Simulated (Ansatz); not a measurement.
**Run report: W15S28 (charge +3), geometry relaxation (part 5 of 5)**

Continued. System: W15S28 (defect cell, 43 atoms in the cell, total charge +3). Method: DFT PBE+D3(BJ), scalar-relativistic, plane waves, PAW, spin-polarised (Ansatz 0.2.0); cutoff 420 eV, 2×2×2 k-mesh, Gaussian smearing of 0.01 eV, collinear spins. The structure derives from a Materials Project entry. It belongs to a series of runs on one base structure; here: W interstitial, charge +3, atoms relaxed at the host's cell.

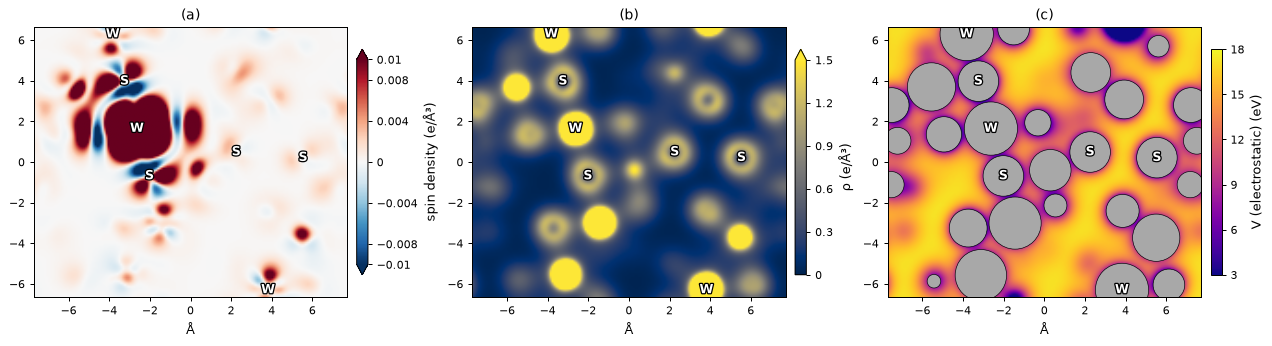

Fig. 1: (a) spin density; (b) valence electron density; (c) electrostatic potential (local pseudopotential plus Hartree) felt by an electron on the (111) plane of the calculation cell. Grey discs, where drawn, cover atomic cores. The plane passes through W and S nuclei. W–S (2.39 Å): the density is about 0.58 e/Å³ at the midpoint. W–S (2.41 Å): ρ at the midpoint is about 0.54 e/Å³. Away from the nuclei the density in this plane falls to 0.02 e/Å³ at its lowest. The spin density sits on W: +1.4 μB in one cell of 43 atoms: a single local moment. The cell of the calculation (43 atoms) carries 3.0 μB net. Outside the cores the potential energy rises away from the atoms and is highest about 1.9 Å from the nearest atoms; outside the discs it spans about 14 eV, and its zero is arbitrary.

**Key numbers**

| quantity | value |
| --- | --- |
| outcome | converged |
| electrons treated | 375 |
| free energy | −181116.4012 eV |
| Fermi energy | 12.917 eV |
| gap on the k-point mesh | 0.45 eV |
| net moment of the cell | 3.00 μB |
| integrated absolute moment | 3.26 μB |
| final volume | 732.43 Å³ |
| largest force (length of the vector) at the end | 0.015 eV/Å |
| wall time | 11 min (CPU time 42 min) |
| peak memory | 3.6 GiB |

Spin–orbit coupling is left out, which matters for W.
